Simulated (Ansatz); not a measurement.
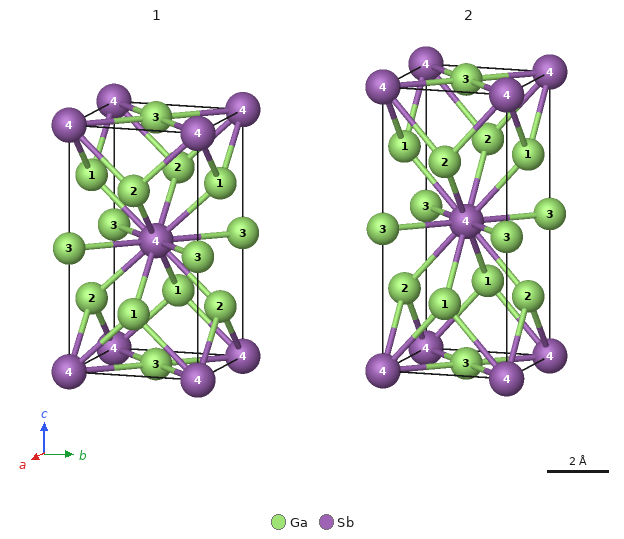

Two geometries of a crystal of Ga$_{3}$Sb (set up in I4/mmm), drawn at one scale. One is the start of a relaxation, the other its converged end. A ball-and-stick model of the conventional cell (2 times the calculation's cell), seen slightly off an axis. Lengths and directions refer to the drawn axes.

Theory: DFT PBE+D3(BJ), scalar-relativistic, plane waves, PAW in Ansatz 0.2.0. (plane-wave cutoff 420 eV; k-point mesh 14 × 14 × 14; occupations gaussian; smearing width 0.1 eV; no spin polarisation; cell and atoms relaxed; force threshold 0.005 eV/Å; at most 80 steps)

Question: Which geometry has the lower energy?

Answer: Structure 1 is the relaxed one. The atoms keep their places relative to the cell (all moves are under 0.005 Å). Cell: a = b 4.318 → 4.493 Å (+4.1 %), c 9.521 → 8.270 Å (−13.1 %). Volume −5.9 %. Near-neighbour distances that change, for instance: Ga1–Sb4 3.213 → 3.053 Å, Ga3–Sb4 3.053 → 3.177 Å. Among the angles between lasting bonds that change: Sb4–Ga1–Sb4 84.4° → 94.7°, Sb4–Ga1–Sb4 123.3° → 117.3°. The space group stays I4/mmm (No. 139). After 11 accepted moves (12 points after the start) the energy has fallen by 76.4 meV per cell of the calculation. All forces vanish by symmetry, so only the cell relaxes. The pressure goes from −2.95 to −0.01 GPa. The SCF was repeated once at an unchanged geometry on a basis and grid sized afresh for the cell, which shifted the energy by 1.1 meV per cell of the calculation at most.
